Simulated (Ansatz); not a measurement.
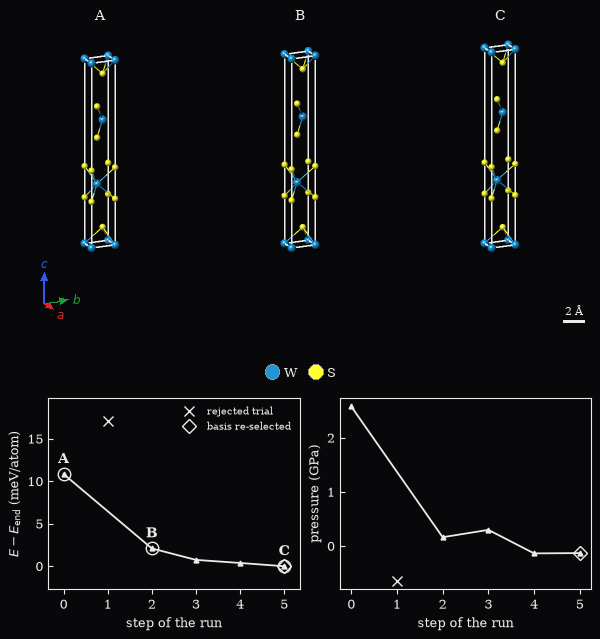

Frames of a relaxation of solid WS2 (set up in R3m) (coarse preliminary run), marked on the history of the run. Style: ball-and-stick. Shown: the conventional cell (3 times the calculation's cell), slightly off an axis. Lengths and directions refer to the drawn axes.

Level of theory: DFT r2SCAN, scalar-relativistic, plane waves, PAW (Ansatz 0.2.0).

The input:
```yaml
crystal:
  lattice:
    - [1.5790003843, 0.9116362969, 6.16333]
    - [-1.5790003843, 0.9116362969, 6.16333]
    - [0.0, -1.8232725938, 6.16333]
  atoms:
    - { symbol: W, position: [0.0, 0.0, 0.0] }
    - { symbol: S, position: [0.7503, 0.7503, 0.7503] }
    - { symbol: S, position: [0.581, 0.581, 0.581] }
basis:
  ecutwfc: 500
kpoints:
  mp_grid: { grid: [6, 6, 6] }
hamiltonian:
  xc: r2scan
scf:
  occupations: { method: gaussian, width: 0.1 }
output:
  forces: true
  stress: true
  eigenvalues: true
relax:
  adjacent_minimum: "off"
  f_tol: 0.05
  max_steps: 80
  cell: { stress_tol: 0.5 }
```

Run as
```bash
ansatz run input.yaml --threads 2 --pin off --max-ram 5120MiB --backend cpu --events-out ev --progress --plain --runs-dir out
```

Question: What happens along the run?

Answer: The largest move relative to the cell is that of S3, 0.10 Å along −c. Largest moves by element: S 0.10 Å, W 0.01 Å. The volume changes by +7.5 %, with a = b 3.158 → 3.182 Å (+0.8 %), c 18.490 → 19.571 Å (+5.8 %). Among the contacts that change: W1–W1 3.158 → 3.182 Å, W1–S2 2.391 → 2.410 Å, W1–S3 2.415 → 2.411 Å. The space group stays R3m (No. 160). After 3 accepted moves (5 points after the start) the energy has fallen by 10.8 meV per atom. The largest force component goes from 0.62 to 0.036 eV/Å. Pressure: 2.58 GPa at the start and −0.13 GPa at the end. The line search rejected the trial step at point 1 of the run. The SCF was repeated once at an unchanged geometry on a basis and grid sized afresh for the cell, which shifted the energy by 0.4 meV per atom at most. Cost: 52 s on 2 threads of Intel(R) Xeon(R) Processor @ 2.50GHz (Skylake/Cascade Lake), with other jobs on the host, peak memory 0.52 GiB. From step 0 to 2: S3 moves most (0.05 Å), volume +4.2 %, energy −8.8 meV per atom. From step 2 to 5: S3 moves most (0.05 Å), volume +3.1 %, energy −2.1 meV per atom.
